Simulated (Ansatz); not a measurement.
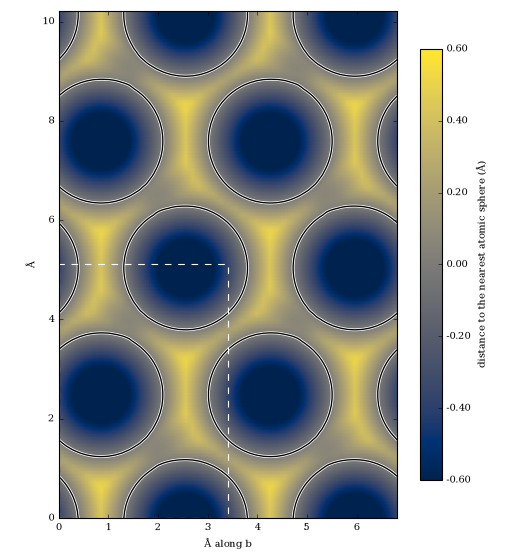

Map of the distance to the nearest atomic sphere in CuO in space group C2/c, computed on the section x = 0.657 (parallel to b and c; the dashed line is one cell). The black line marks the spheres' surfaces; positive values are empty space; unlabelled circles belong to atoms above or below the section.

The atoms' radii are covalent radii (Cordero): Cu 1.32 Å, O 0.66 Å.

Origin of the cell: the input geometry of an electronic-structure calculation (not necessarily at equilibrium).

```
Cu O
1.0
     4.65300    0.00000    0.00000
     0.00000    3.41000    0.00000
    -0.84130    0.00000    5.03824
Cu O
4 4
Direct
  0.25000 0.25000 0.00000
  0.25000 0.75000 0.50000
  0.75000 0.75000 0.00000
  0.75000 0.25000 0.50000
  0.50000 0.41600 0.75000
  0.50000 0.58400 0.25000
  0.00000 0.91600 0.75000
  0.00000 0.08400 0.25000
```

Where is the largest hole in this section, and how large is it?

Answer. At 0.657, 0.750, 0.625 (fractional), where the distance reaches 0.57 Å; it is enclosed by 4 Cu (then 2 O) in a tetrahedral arrangement. It is the largest hole of the crystal.

How much of the crystal lies outside the spheres?

Answer. About 46 % of the cell's volume, and 44 % of this section's area.

What can pass through?

Answer. The largest sphere that fits anywhere has a diameter of 1.15 Å; the largest that can travel through the crystal, about 0.9 Å.
